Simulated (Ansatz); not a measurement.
# Dielectric response of ZnS (10-10) films, part 2 of 5

Wanted: ε of wurtzite ZnS (10-10) by finite fields on slabs, and the band edges against the vacuum where run.

Ansatz 0.2.0; plane-wave DFT, PBE, Ansatz PAW (the session's first sound run).

So far, gap on the k-mesh (eV): step 2 (relaxation, 12 atoms, units 3) 2.25.

## 3. The relaxed film, single point, 12 atoms, units 3

The film was relaxed beforehand; a single point on the relaxed positions gives its levels and potential.

input.yaml

```yaml
crystal:
  lattice:
    - [3.82, 0.0, 0.0]
    - [0.0, 6.26, 0.0]
    - [0.0, 0.0, 25.7191730991]
  atoms:
    - { symbol: Zn, position: [0.0, 0.0437008108, 0.3685192199] }
    - { symbol: S, position: [0.0, 0.3797336899, 0.3409768254] }
    - { symbol: Zn, position: [0.5, 0.4815533185, 0.3859108795] }
    - { symbol: S, position: [0.5, 0.8651228934, 0.3932099387] }
    - { symbol: Zn, position: [0.5, -0.0107176233, 0.4814676082] }
    - { symbol: S, position: [0.5, 0.3656069077, 0.4756061102] }
    - { symbol: Zn, position: [0.0, 0.489282377, 0.5185323918] }
    - { symbol: S, position: [0.0, 0.8656069076, 0.5243938899] }
    - { symbol: Zn, position: [0.0, -0.0184466807, 0.6140891205] }
    - { symbol: S, position: [0.0, 0.3651228945, 0.6067900613] }
    - { symbol: Zn, position: [0.5, 0.5437008125, 0.6314807801] }
    - { symbol: S, position: [0.5, 0.8797336919, 0.6590231746] }
kpoints:
  mp_grid: { grid: [8, 4, 1] }
hamiltonian:
  xc: pbe
scf:
  occupations: { method: fixed }
  convergence: { dr2_threshold: 1.0e-09 }
efield:
  axis: 3
  dipole_correction: true
  ramp_position: 0.97
  ramp_width: 0.06
output:
  eigenvalues: true
  write_potential: true
  write_density: true
  volumetric_format: npy
```

Run with:

```console
ansatz run input.yaml --threads 4 --pin off --max-ram 8192MiB --backend cpu --events-out ev --progress --plain --runs-dir out
```

Numbers of over 12 decimals in the logs are rounded to 6 here.

The log of the run:

```text
[...]
Crystal: 12 atoms, lattice volume = 615.028 Å³
Basis set: ecut = 420 eV, 12077 PW (Γ)
Bands: 66, of which v1, the nominal top of the filled ones, is band 54 counted from 1 (53 counted from 0)
Symmetry: 2 space group operations
k-points: 15 of 32 (time reversal used)
[...]
SCF iter   1: F=—  HF=-25335.233876 eV  |F-HF|=—  |Δ(HF+E_count)|=         —  Δρ=8.61e-4  dr2=2.80e-2  ethr=1.77e-3  p=-0.000 e·Å  D=-7.75e-11 V/Å  ΔV_dip=0.00 eV  dr2_dipole=7.41e-9  V_vac-E_F(+/−)=5.83/5.83 eV  ⟨swp⟩=6.1  Hψ=4014  notcnv=0  defer=142
[...]
SCF iter  10: F=-25335.233080 eV  HF=-25335.233080 eV  |F-HF|=2.66e-10  |Δ(HF+E_count)|=   1.58e-9  Δρ=2.33e-7  dr2=4.17e-10  ethr=1.00e-12  p=0.000 e·Å  D=7.80e-7 V/Å  ΔV_dip=-0.00 eV  dr2_dipole=7.15e-14  V_vac-E_F(+/−)=5.97/5.97 eV  ⟨swp⟩=18.4  Hψ=5088  notcnv=0
SCF 1 converged in 10 iterations: F = -25335.233080 eV  dr2 = 4.17e-10
[...]
WARN: The output density's exchange-correlation potential varies sharply where the density is thin. Do not read a vacuum level from v_tot or v_xc, or from such a field of the output density. On a cell that repeats whose density bears no net charge and no dipole along the vacuum's axis use v_es (v_loc + v_h of the components); under efield.dipole_correction with no amplitude use v_es + v_field, which holds any externa [...]
SCF converged after 10 iterations
Free energy (F): -25335.233080 eV
[...]
Internal energy: -25335.233080 eV  (E = F + TS)
E sigma→0 (E₀):  -25335.233080 eV
Fermi energy:    -1.422165 eV
Dipole field:    D = 0.000001 V/Å  (p = 0.000002 e·Å, saw-weighted, corrected)
Work function:   Φ+ = 5.9724 eV   Φ− = 5.9725 eV
[...]
--- Band table (eV; the first three rows and the last of 15) ---
  k-point 0: bands = [... 50 lower, -1.9741, -1.7242, -1.6113, -1.4222, 0.8274, 1.4977, 2.0121, 2.3639, ... 8 higher]
  k-point 1: bands = [... 50 lower, -1.9750, -1.9135, -1.7849, -1.5816, 1.5122, 1.7060, 2.0220, 2.0868, ... 8 higher]
  k-point 2: bands = [... 50 lower, -1.9878, -1.9878, -1.8863, -1.8863, 1.9008, 1.9008, 2.1225, 2.1226, ... 8 higher]
  k-point 14: bands = [... 50 lower, -2.8714, -2.8714, -2.5890, -2.5890, 2.0400, 2.0400, 2.4625, 2.4625, ... 8 higher]
```

It took 24 s on 4 threads of Arm Neoverse V2, shared host; peak memory 1.4 GiB; 95 s of CPU time.

This step gave:

```yaml
dipole_along_the_normal: 1.96e-6 e·Å
ionisation_energy_upper_face: 5.972 eV
```

Running mean over 3.308 Å of the planar mean; the ramp of the sawtooth is left out. Table of electron's electrostatic potential energy less the highest filled level by z:

```csv
z (Å),electron's electrostatic potential energy less the highest filled level (eV)
4,5.97
6,5.90
8,1.66
10,-2.39
12,-2.37
14,-2.46
16,-2.33
18,2.76
20,5.94
22,5.97
```

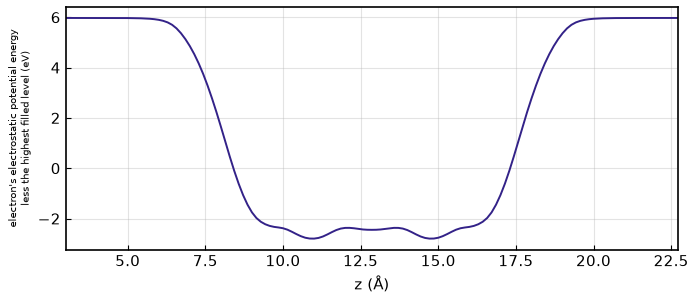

Electron's electrostatic potential energy less the highest filled level against z.

The gap is 2.25 eV, with the valence edge 5.97 eV and the conduction edge 3.72 eV under the upper vacuum level.

## 4. Atoms held, 12 atoms, units 3, field 0.05 V/Å

A sawtooth potential applies the field, turning back in the middle of the vacuum. With the dipole correction the typed value is the field outside the slab. The induced dipole is small, so the SCF threshold is tight.

Edit input.yaml of step 3 so:

```diff
@@ -24,3 +24,3 @@
   occupations: { method: fixed }
-  convergence: { dr2_threshold: 1.0e-09 }
+  convergence: { dr2_threshold: 1.0e-10 }
 efield:
@@ -30,4 +30,4 @@
   ramp_width: 0.06
+  amplitude: 0.05
 output:
-  eigenvalues: true
   write_potential: true
```

The log of the run:

```text
[...]
Crystal: 12 atoms, lattice volume = 615.028 Å³
Basis set: ecut = 420 eV, 12077 PW (Γ)
Bands: 66, of which v1, the nominal top of the filled ones, is band 54 counted from 1 (53 counted from 0)
Symmetry: 2 space group operations
k-points: 15 of 32 (time reversal used)
[...]
SCF iter   1: F=—  HF=-25338.271735 eV  |F-HF|=—  |Δ(HF+E_count)|=         —  Δρ=2.93e-2  dr2=9.64e0  ethr=3.10e-3  p=0.064 e·Å  D=1.87e-2 V/Å  ΔV_dip=-0.48 eV  dr2_dipole=2.80e-4  V_vac-E_F(+/−)=6.97/6.28 eV  ⟨swp⟩=5.7  Hψ=3780  notcnv=0  defer=134
[...]
SCF iter  15: F=-25335.234483 eV  HF=-25335.234483 eV  |F-HF|=1.09e-11  |Δ(HF+E_count)|=  4.29e-10  Δρ=7.92e-8  dr2=1.99e-11  ethr=1.00e-12  p=0.056 e·Å  D=1.65e-2 V/Å  ΔV_dip=-0.42 eV  dr2_dipole=1.68e-16  V_vac-E_F(+/−)=6.33/5.58 eV  ⟨swp⟩=18.2  Hψ=5059  notcnv=0
SCF 1 converged in 15 iterations: F = -25335.234483 eV  dr2 = 1.99e-11
[...]
SCF converged after 15 iterations
[...]
Free energy (F): -25335.234483 eV
[...]
Internal energy: -25335.234483 eV  (E = F + TS)
E sigma→0 (E₀):  -25335.234483 eV
Fermi energy:    -1.418814 eV
Dipole field:    D = 0.016517 V/Å  (p = 0.056140 e·Å, saw-weighted, corrected)
Work function:   not extracted (applied field tilts the vacuum); planar V_es + V_field profile in the machine report
[...]
--- Band table (eV; the first three rows and the last of 15) ---
  k-point 0: bands = [... 50 lower, -1.9739, -1.7232, -1.6144, -1.4188, 0.8264, 1.4979, 2.0118, 2.3586, ... 8 higher]
  k-point 1: bands = [... 50 lower, -1.9766, -1.9100, -1.7878, -1.5784, 1.5091, 1.7083, 2.0211, 2.0868, ... 8 higher]
  k-point 2: bands = [... 50 lower, -2.0107, -1.9645, -1.9112, -1.8610, 1.8863, 1.9140, 2.1023, 2.1418, ... 8 higher]
  k-point 14: bands = [... 50 lower, -2.8751, -2.8585, -2.6192, -2.5587, 2.0290, 2.0503, 2.4493, 2.4728, ... 8 higher]
```

Wall time 30 s (4 threads); peak memory 1.4 GiB; 1.9 min of CPU time.

This step gave:

```yaml
gap_on_the_k_mesh: 2.245 eV
dipole_along_the_normal: 0.05614 e·Å
```

The dipole is 0.0561 e·Å, and the gap on the mesh 2.245 eV.

## 5. Single point, 12 atoms, units 3, field -0.05 V/Å

Edit input.yaml of step 4 so:

```diff
@@ -30,3 +30,3 @@
   ramp_width: 0.06
-  amplitude: 0.05
+  amplitude: -0.05
 output:
```

The log of the run:

```text
[...]
Crystal: 12 atoms, lattice volume = 615.028 Å³
Basis set: ecut = 420 eV, 12077 PW (Γ)
Bands: 66, of which v1, the nominal top of the filled ones, is band 54 counted from 1 (53 counted from 0)
Symmetry: 2 space group operations
k-points: 15 of 32 (time reversal used)
[...]
k-point 0: bands = [... 50 lower, -1.9739, -1.7232, -1.6144, -1.4188, 0.8264, 1.4979, 2.0118, 2.3586, ... 8 higher]
  k-point 1: bands = [... 50 lower, -1.9766, -1.9100, -1.7878, -1.5784, 1.5091, 1.7083, 2.0211, 2.0868, ... 8 higher]
  k-point 2: bands = [... 50 lower, -2.0107, -1.9645, -1.9112, -1.8610, 1.8863, 1.9140, 2.1023, 2.1418, ... 8 higher]
  k-point 14: bands = [... 50 lower, -2.8751, -2.8585, -2.6192, -2.5587, 2.0290, 2.0503, 2.4493, 2.4728, ... 8 higher]
[key lines of the parts left out:]
SCF converged after 15 iterations
Free energy (F): -25335.234483 eV
Fermi energy:    -1.418811 eV
Dipole field:    D = -0.016516 V/Å  (p = -0.056136 e·Å, saw-weighted, corrected)
```

Elapsed: 30 s, on 4 threads; peak memory 1.4 GiB.

The dipole is -0.0561 e·Å, and the gap on the mesh 2.245 eV.

## 6. Response with the atoms held, 12 atoms, units 3

This step: plane-wave DFT, PBE, Ansatz PAW; response to a field along the normal, atoms held (Ansatz 0.2.0).

The two fields give this film's response with the atoms held: the electronic part.

This step gave:

```
equivalent conductor thickness p/(ε₀AE) : 8.496 Å
distance between the outer atoms        : 8.180 Å
thickness                               : 9.925 Å
inner field over outer field            : 0.1665
local ε in the middle                   : 6.004
```

Local field over the applied field, running mean. From the potentials at -0.05 and 0.05 V/Å; running mean over 3.308 Å, taken twice. Local field over applied field against z:

```csv
z (Å),local field over applied field
4,0.989
6,0.898
8,0.536
10,0.221
12,0.166
14,0.166
16,0.247
18,0.597
20,0.927
```

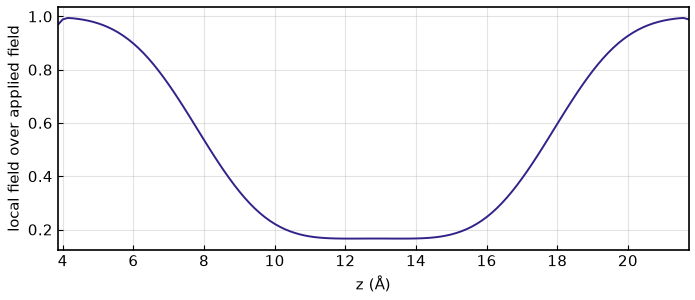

Local field over applied field against z.

Electrons, planar mean, per unit field. The induced electron density by z:

```csv
z (Å),induced electron density (e/Å³ per V/Å)
4,1.5e-6
5,1.6e-5
6,1.5e-4
7,0.00103
8,0.00268
9,0.00192
10,-0.00145
11,-7.4e-5
12,9.6e-4
13,-4.9e-4
14,-4.3e-4
15,3.6e-4
16,6.4e-4
17,-0.00196
18,-0.00254
19,-6.3e-4
20,-8.3e-5
21,-8.5e-6
```

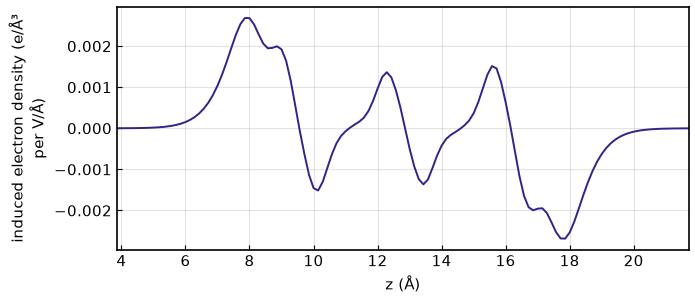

Induced electron density, plotted against z.

By hand: between -0.05 and 0.05 V/Å the dipole changes by 0.1123 e·Å, a slope of 1.123 e·Å²/V. A perfect conductor of thickness t has p = ε₀AEt, so t = 180.95 × 1.123 / 23.913 = 8.50 Å (e/ε₀ = 180.95 V·Å, A in Å²).

The induced dipole is that of a conductor 8.50 Å thick.

## 7. Field on, atoms free, 12 atoms, field 0.05 V/Å

This step: plane-wave DFT, PBE, Ansatz PAW (Ansatz 0.2.0).

Now the atoms may follow the field. A weak field makes forces of meV/Å to tens of meV/Å, so the force tolerance is set well below the usual one.

Edit input.yaml of step 5 so:

```diff
@@ -30,3 +30,6 @@
   ramp_width: 0.06
-  amplitude: -0.05
+  amplitude: 0.05
+relax:
+  f_tol: 0.0006
+  max_steps: 70
 output:
```

The log of the run:

```text
[...]
Crystal: 12 atoms, lattice volume = 615.028 Å³
Basis set: ecut = 420 eV, 12077 PW (Γ), exchange–correlation on 54×90×360 points (8 copies of the dense FFT grid, shifted against one another)
Bands: 66, of which v1, the nominal top of the filled ones, is band 54 counted from 1 (53 counted from 0)
Symmetry: 2 space group operations
k-points: 15 of 32 (time reversal used)
[...]
SCF iter   1: F=—  HF=-25338.271658 eV  |F-HF|=—  |Δ(HF+E_count)|=         —  Δρ=2.93e-2  dr2=9.64e0  ethr=3.10e-3  p=0.064 e·Å  D=1.87e-2 V/Å  ΔV_dip=-0.48 eV  dr2_dipole=2.85e-4  V_vac-E_F(+/−)=6.97/6.28 eV  ⟨swp⟩=5.6  Hψ=3854  notcnv=0  defer=129
[...]
SCF iter  15: F=-25335.234282 eV  HF=-25335.234282 eV  |F-HF|=9.09e-11  |Δ(HF+E_count)|=  6.37e-10  Δρ=7.75e-8  dr2=1.90e-11  ethr=1.00e-12  p=0.056 e·Å  D=1.65e-2 V/Å  ΔV_dip=-0.42 eV  dr2_dipole=2.28e-16  V_vac-E_F(+/−)=6.33/5.58 eV  ⟨swp⟩=7.0  Hψ=5773  notcnv=0
SCF 1 converged in 15 iterations: F = -25335.234282 eV  dr2 = 1.90e-11
[...]
relax step   1: F+E_penalty+E_count = -25335.23428153 eV  Δ(F+E_penalty+E_count) = +0.000e0 eV  max|allowed force component| = 1.841e-2 eV/Å  Δτ_max = 0.0000 Å  (15 SCF iters, accepted)
[...]
SCF iter   8: F=-25335.234355 eV  HF=-25335.234355 eV  |F-HF|=1.46e-10  |Δ(HF+E_count)|=  4.37e-11  Δρ=6.16e-8  dr2=1.85e-11  ethr=1.00e-12  p=0.058 e·Å  D=1.71e-2 V/Å  ΔV_dip=-0.44 eV  dr2_dipole=5.64e-13  V_vac-E_F(+/−)=6.32/5.59 eV  ⟨swp⟩=6.1  Hψ=5080  notcnv=0
SCF 2 converged in 8 iterations: F = -25335.234355 eV  dr2 = 1.85e-11
relax step   2: F+E_penalty+E_count = -25335.23435468 eV  Δ(F+E_penalty+E_count) = -7.315e-5 eV  max|allowed force component| = 9.149e-3 eV/Å  Δτ_max = 0.0014 Å  (8 SCF iters, accepted)
SCF iter   1: F=—  HF=-25335.234539 eV  |F-HF|=—  |Δ(HF+E_count)|=         —  Δρ=2.62e-5  dr2=3.06e-5  ethr=1.69e-7  p=0.058 e·Å  D=1.71e-2 V/Å  ΔV_dip=-0.44 eV  dr2_dipole=1.57e-5  V_vac-E_F(+/−)=6.32/5.59 eV  ⟨swp⟩=3.3  Hψ=2145  notcnv=0  defer=150
[...]
SCF iter   7: F=-25335.234378 eV  HF=-25335.234378 eV  |F-HF|=1.13e-10  |Δ(HF+E_count)|=  7.24e-10  Δρ=1.03e-7  dr2=4.63e-11  ethr=1.00e-12  p=0.060 e·Å  D=1.76e-2 V/Å  ΔV_dip=-0.45 eV  dr2_dipole=8.61e-15  V_vac-E_F(+/−)=6.32/5.59 eV  ⟨swp⟩=5.9  Hψ=5956  notcnv=0
SCF 3 converged in 7 iterations: F = -25335.234378 eV  dr2 = 4.63e-11
relax step   3: F+E_penalty+E_count = -25335.23437762 eV  Δ(F+E_penalty+E_count) = -2.294e-5 eV  max|allowed force component| = 7.049e-4 eV/Å  Δτ_max = 0.0008 Å  (7 SCF iters, accepted)
SCF iter   1: F=—  HF=-25335.234378 eV  |F-HF|=—  |Δ(HF+E_count)|=         —  Δρ=4.07e-6  dr2=1.35e-7  ethr=6.06e-9  p=0.060 e·Å  D=1.76e-2 V/Å  ΔV_dip=-0.45 eV  dr2_dipole=2.20e-10  V_vac-E_F(+/−)=6.32/5.59 eV  ⟨swp⟩=2.3  Hψ=1578  notcnv=0  defer=74
[...]
SCF iter   5: F=-25335.234378 eV  HF=-25335.234378 eV  |F-HF|=1.13e-10  |Δ(HF+E_count)|=  1.13e-10  Δρ=7.91e-8  dr2=3.81e-11  ethr=1.00e-12  p=0.060 e·Å  D=1.76e-2 V/Å  ΔV_dip=-0.45 eV  dr2_dipole=1.12e-13  V_vac-E_F(+/−)=6.32/5.59 eV  ⟨swp⟩=7.0  Hψ=5629  notcnv=0
SCF 4 converged in 5 iterations: F = -25335.234378 eV  dr2 = 3.81e-11
relax step   4: F+E_penalty+E_count = -25335.23437774 eV  Δ(F+E_penalty+E_count) = -1.125e-7 eV  max|allowed force component| = 3.068e-4 eV/Å  Δτ_max = 0.0001 Å  (5 SCF iters, accepted)
NSCF: frozen V_eff on 15 k-points
[...]
SCF converged after 5 iterations
[...]
Free energy (F): -25335.234378 eV
[...]
Internal energy: -25335.234378 eV  (E = F + TS)
E sigma→0 (E₀):  -25335.234378 eV
Fermi energy:    -1.421170 eV
Dipole field:    D = 0.017648 V/Å  (p = 0.059982 e·Å, saw-weighted, corrected)
Work function:   not extracted (applied field tilts the vacuum); planar V_es + V_field profile in the machine report
[...]
--- Forces (eV/Å), atoms counted from 1 ---
  atom   1  Zn    -0.00000000    -0.00000009    -0.00006858
  atom   2  S      0.00000000    -0.00000773    -0.00010633
  atom   3  Zn    -0.00000000    -0.00001547     0.00002758
  atom   4  S      0.00000000     0.00000668    -0.00008864
  atom   5  Zn    -0.00000000    -0.00005917    -0.00005251
  atom   6  S      0.00000000    -0.00007921     0.00030684
  atom   7  Zn    -0.00000000     0.00003737    -0.00002398
  atom   8  S      0.00000000     0.00021890     0.00013225
  atom   9  Zn    -0.00000000     0.00009355     0.00011088
  atom  10  S      0.00000000    -0.00025587    -0.00009075
  atom  11  Zn    -0.00000000     0.00003341    -0.00010295
  atom  12  S      0.00000000     0.00002781    -0.00004354
  max |Σ_I F_I| component: 2.57e-7 eV/Å
--- Band table (eV; the first three rows and the last of 15) ---
  k-point 0: bands = [... 50 lower, -1.9740, -1.7241, -1.6122, -1.4212, 0.8266, 1.4972, 2.0117, 2.3610, ... 8 higher]
  k-point 1: bands = [... 50 lower, -1.9763, -1.9117, -1.7857, -1.5807, 1.5106, 1.7063, 2.0213, 2.0866, ... 8 higher]
  k-point 2: bands = [... 50 lower, -2.0046, -1.9712, -1.8992, -1.8731, 1.8880, 1.9123, 2.1127, 2.1308, ... 8 higher]
  k-point 14: bands = [... 50 lower, -2.8752, -2.8651, -2.6099, -2.5678, 2.0327, 2.0464, 2.4549, 2.4685, ... 8 higher]
--- Relaxed structure (4 steps of the walk, 4 accepted, 0 SCFs on fresh bases) ---
  F+E_penalty+E_count = -25335.23437774 eV   max|allowed force component| = 3.068e-4 eV/Å
  atoms:
    - { symbol: Zn, position: [0, 0.043811, 0.368588] }
    - { symbol: S, position: [0, 0.379756, 0.340930] }
    - { symbol: Zn, position: [0.5, 0.481609, 0.385949] }
    - { symbol: S, position: [0.5, 0.865165, 0.393166] }
    - { symbol: Zn, position: [0.5, -0.010717, 0.481501] }
    - { symbol: S, position: [0.5, 0.365612, 0.475550] }
    - { symbol: Zn, position: [0, 0.489269, 0.518563] }
    - { symbol: S, position: [0, 0.865592, 0.524349] }
    - { symbol: Zn, position: [0, -0.018450, 0.614128] }
    - { symbol: S, position: [0, 0.365081, 0.606742] }
    - { symbol: Zn, position: [0.5, 0.543569, 0.631552] }
    - { symbol: S, position: [0.5, 0.879702, 0.658981] }
```

Elapsed: 64 s, on 4 threads; peak memory 1.3 GiB.

Hardly anything moved in the relaxation; the energy changed by under 0.2 meV an atom.

This step gave:

```
gap on the k-mesh       : 2.248 eV
dipole along the normal : 0.05998 e·Å
```

The relaxation took 4 steps and lowered the energy by 9.6e-5 eV; the largest force on the free atoms ends at 3.1e-4 eV/Å.

The dipole is 0.0600 e·Å, and the gap on the mesh 2.248 eV.

## 8. Field on, atoms free, 12 atoms, field -0.05 V/Å

The opposite sign, again from the field-free geometry; the difference of the two cancels what relaxes without a field.

Edit input.yaml of step 7 so:

```diff
@@ -30,3 +30,3 @@
   ramp_width: 0.06
-  amplitude: 0.05
+  amplitude: -0.05
 relax:
```

The log of the run:

```text
[...]
Crystal: 12 atoms, lattice volume = 615.028 Å³
Basis set: ecut = 420 eV, 12077 PW (Γ), exchange–correlation on 54×90×360 points (8 copies of the dense FFT grid, shifted against one another)
Bands: 66, of which v1, the nominal top of the filled ones, is band 54 counted from 1 (53 counted from 0)
Symmetry: 2 space group operations
k-points: 15 of 32 (time reversal used)
[...]
- { symbol: S, position: [0.5, 0.865081, 0.393258] }
    - { symbol: Zn, position: [0.5, -0.010731, 0.481437] }
    - { symbol: S, position: [0.5, 0.365592, 0.475651] }
    - { symbol: Zn, position: [0, 0.489283, 0.518499] }
    - { symbol: S, position: [0, 0.865612, 0.524450] }
    - { symbol: Zn, position: [0, -0.018391, 0.614051] }
    - { symbol: S, position: [0, 0.365165, 0.606834] }
    - { symbol: Zn, position: [0.5, 0.543811, 0.631412] }
    - { symbol: S, position: [0.5, 0.879756, 0.659070] }
[key lines of the parts left out:]
SCF converged after 5 iterations
Free energy (F): -25335.234378 eV
Fermi energy:    -1.421170 eV
Dipole field:    D = -0.017648 V/Å  (p = -0.059982 e·Å, saw-weighted, corrected)
```

Wall time 63 s (4 threads); peak memory 1.3 GiB; 4.1 min of CPU time.

Hardly anything moved in the relaxation; the energy changed by under 0.2 meV an atom.

The relaxation took 4 steps and lowered the energy by 9.6e-5 eV; the largest force on the free atoms ends at 3.1e-4 eV/Å.

The dipole is -0.0600 e·Å, and the gap on the mesh 2.248 eV.

## 9. Response with the atoms relaxed, 12 atoms, units 3

This step: plane-wave DFT, PBE, Ansatz PAW; response to a field along the normal, atoms relaxed (Ansatz 0.2.0).

The two relaxed runs give the static response.

This step gave:

```
equivalent conductor thickness p/(ε₀AE) : 9.078 Å
inner field over outer field            : 0.1128
local ε in the middle                   : 8.865
```

Local field over the applied field, running mean. From the potentials at -0.05 and 0.05 V/Å; running mean over 3.308 Å, taken twice. Local field over applied field against z:

```csv
z (Å),local field over applied field
4,0.989
5,0.969
6,0.906
7,0.735
8,0.514
9,0.290
10,0.145
11,0.110
12,0.107
13,0.130
14,0.103
15,0.118
16,0.167
17,0.354
18,0.577
19,0.794
20,0.929
21,0.981
```

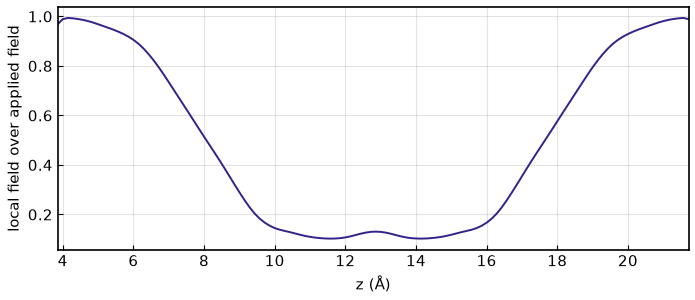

Local field over applied field against z.

The induced dipole is that of a conductor 9.08 Å thick.

[end of part 2 of 5]

[Logs are printed without paths, hosts, clocks, repeated set-up lines and the standing remarks that a program may print on its own settings, such as how far it seeks lower states.]

[Hosts, paths, dates, database ids (printed as entryN), source tags and the programs' standing remarks are cut or masked in the printed files.]

[Maps of the electrostatic potential energy from Ansatz leave out the sawtooth potential of an applied field or a dipole correction, so their vacuum need not be flat; planar profiles and work functions include it.]
